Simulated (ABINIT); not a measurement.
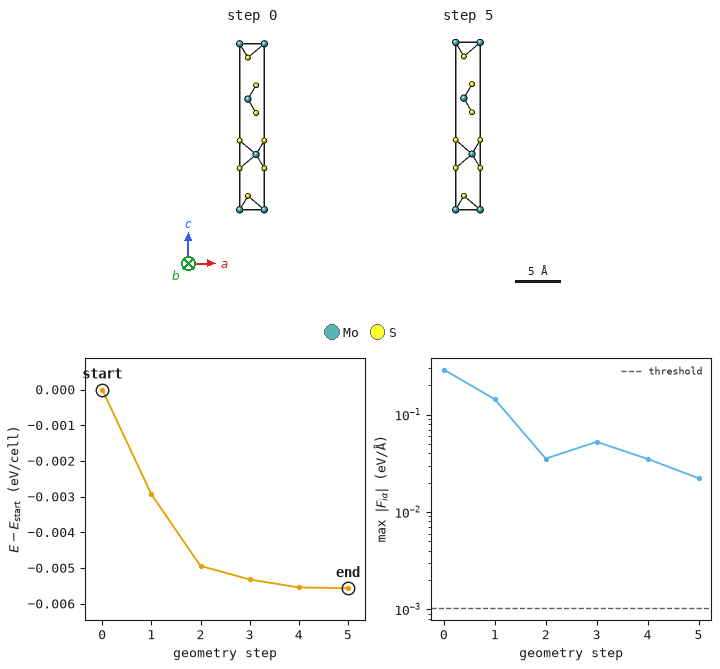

First and last geometry of a relaxation of a crystal of MoS2 (set up in R3m), with the history of the run. The picture is a ball-and-stick view of the conventional cell (3 times the calculation's cell), seen along the b axis. Lengths and directions refer to the drawn axes.

The run lets cell and atoms move.

Theory: Kohn-Sham DFT of a periodic cell, PBEsol, JTH PAW PBE v2.0 in ABINIT 10.8.3.

Input file:
```
# Pseudopotentials
pp_dirpath "./"
pseudos "Mo.GGA_PBE-JTH.xml, S.GGA_PBE-JTH.xml"

# Structure
acell 3*1.0
rprim
     2.9857672769     1.7238335410    11.6218156664
    -2.9857672769     1.7238335410    11.6218156664
     0.0000000000    -3.4476670820    11.6218156664
ntypat 2
znucl 42 16
natom 3
typat 1 2 2
chkprim 0
chksymtnons 0
tolsym 1.0e-6
xred
            0.0            0.0            0.0
   0.4170000000   0.4170000000   0.4170000000
            1/4            1/4            1/4

# Plane-wave basis
ecut 20.0
pawecutdg 40.0
pawxcdev 0
ecutsm 0.5

# k points
kptopt 1
ngkpt 8 8 8
nshiftk 1
shiftk 0.0 0.0 0.0

# Exchange and correlation
ixc -116133

# Bands and occupations
nband 17
occopt 3
tsmear 0.05 eV

# SCF cycle
nstep 80
tolvrs 1.0e-10

# Output
iomode 3
prteig 0
prtebands 0
prtwf 0
prtden 0

# Relaxation
ionmov 2
optcell 2
ntime 50
tolmxf 2.0e-5
dilatmx 1.08
```

Launched with:
```bash
abinit run.abi > log 2>&1
```

**Read the history and describe the run.**

The run was cut off at its time limit before the relaxation converged, so the last structure is only a point on the way. After 5 geometry steps the energy has fallen by 5.6 meV per cell of the calculation. Largest force component: 0.29 eV/Å at the start, 0.022 eV/Å at the end. The pressure goes from 0.66 to 0.06 GPa. The atom that moves furthest relative to the cell is an S atom (0.007 Å along −c). By element the largest moves are S 0.007 Å, Mo 0.002 Å. The volume changes by −0.1 %, with a = b 3.160 → 3.146 Å (−0.4 %), c 18.450 → 18.602 Å (+0.8 %). Near-neighbour distances that change, for instance: Mo–S 2.386 → 2.394 Å. The space group stays R3m (No. 160). Cost: 25 min on 1 thread of Arm Neoverse V1, on a shared host, peak memory 0.33 GiB.
